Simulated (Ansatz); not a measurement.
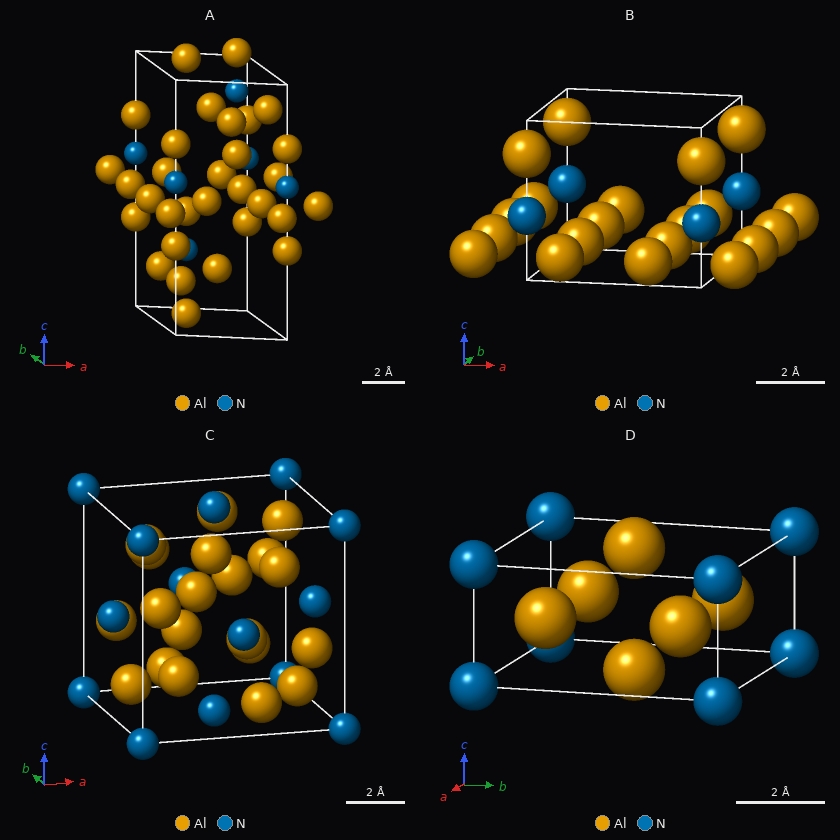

Four structures of Al$_{5}$N, each relaxed to rest (conventional cells in solid outline, small ones repeated, each panel with its own scale). Method: DFT PBE, scalar-relativistic, plane waves, PAW (Ansatz 0.2.0), without spin polarisation.

**Give the type and space group of each panel.**

A: 18 atoms a cell on a rhombohedral (trigonal R) lattice, R3m; B: 6 atoms a cell on a primitive tetragonal lattice, P4mm; C: 24 atoms a cell on a face-centred cubic lattice, F-43m; D: 6 atoms a cell on a primitive tetragonal lattice, P4/mmm.

**Which of these is lowest in energy, and how far above it do the others lie?**

A, then B (+238 meV/atom), D (+374 meV/atom) and C (+884 meV/atom), energies at zero smearing.

**Collect the results in a table.**

| panel | structure | E − E(lowest) (meV/atom) | volume (Å³/atom) | gap (eV) |
| --- | --- | --- | --- | --- |
| A | R3m | 0 | 18.2 | metal |
| B | P4mm | 238 | 22.3 | metal |
| D | P4/mmm | 374 | 16.4 | metal |
| C | F-43m | 884 | 16.3 | metal |

Some of these may be structure types tried for this composition rather than known phases, and the most stable form need not be among them. Gaps are taken on the k-mesh or band path of each run.
